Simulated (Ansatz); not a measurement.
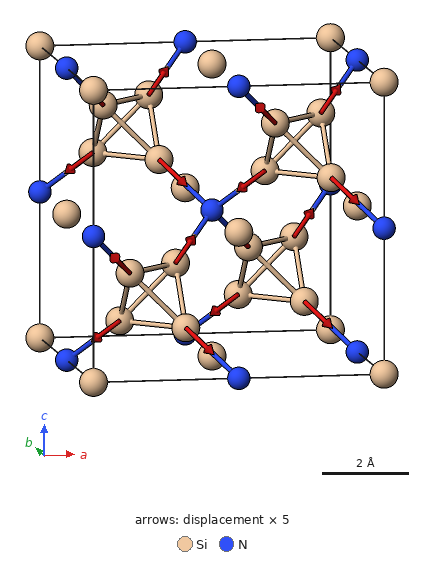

A relaxation of solid Si5N (a generated structure, set up in F-43m) (coarse preliminary run). The starting structure is drawn; red arrows show the displacements (the part carried along by the change of the cell is left out), magnified 5 times.

The picture is a ball-and-stick view of the conventional cell (4 times the calculation's cell), seen slightly off an axis. Lengths and directions refer to the drawn axes.

These are results of Ansatz 0.2.0, DFT PBE, scalar-relativistic, plane waves, PAW, not measurements.

The input:
```yaml
crystal:
  lattice:
    - [0.0, 3.450632, 3.450632]
    - [3.450632, 0.0, 3.450632]
    - [3.450632, 3.450632, 0.0]
  atoms:
    - { symbol: Si, position: [0.65398123, 0.65398123, 0.65398123] }
    - { symbol: Si, position: [0.65398123, 0.65398123, 0.0380563] }
    - { symbol: Si, position: [0.65398123, 0.0380563, 0.65398123] }
    - { symbol: Si, position: [0.0380563, 0.65398123, 0.65398123] }
    - { symbol: Si, position: [0.0, 0.0, 0.0] }
    - { symbol: "N", position: [0.5, 0.5, 0.5] }
basis:
  ecutwfc: 420
kpoints:
  mp_grid: { grid: [4, 4, 4] }
hamiltonian:
  xc: pbe
scf:
  occupations: { method: gaussian, width: 0.1 }
  lower_state_search: "off"
output:
  forces: true
  stress: true
  eigenvalues: true
relax:
  adjacent_minimum: "off"
  f_tol: 0.04
  max_steps: 70
  cell: { stress_tol: 0.4 }
```

Run as
```bash
ansatz run input.yaml --threads 1 --pin off --max-ram 2560MiB --backend cpu --events-out ev --progress --plain --runs-dir out
```

### Atoms of which element are displaced furthest, and by how much?

Silicon: up to 0.20 Å, against 0.00 Å for nitrogen.

### Describe the change and its energy.

After 6 accepted moves (8 points after the start) the energy has fallen by 9.453 eV per cell of the calculation. Largest force component: 13 eV/Å at the start, 0.0018 eV/Å at the end. Pressure: 67.87 GPa at the start and 0.05 GPa at the end. At 2 points the geometry stayed and the basis and grid were re-selected for the new cell (energy shift of 67.1 meV per cell of the calculation at most each time). The largest moves relative to the cell, 0.20 Å, are those of Si1, Si2, Si3 and Si4. Si1 goes along [−1 1 −1]. N stays in place. Cell: a = b = c 6.901 → 7.571 Å (+9.7 %). Volume +32.0 %. Among the contacts that change: Si1–Si2 1.874 → 2.384 Å, Si1–N6 1.841 → 1.818 Å. The space group stays F-43m (No. 216). Cost: 17 s on 1 thread of Intel(R) Xeon(R) Processor @ 2.70GHz (shared host), peak memory 0.35 GiB.
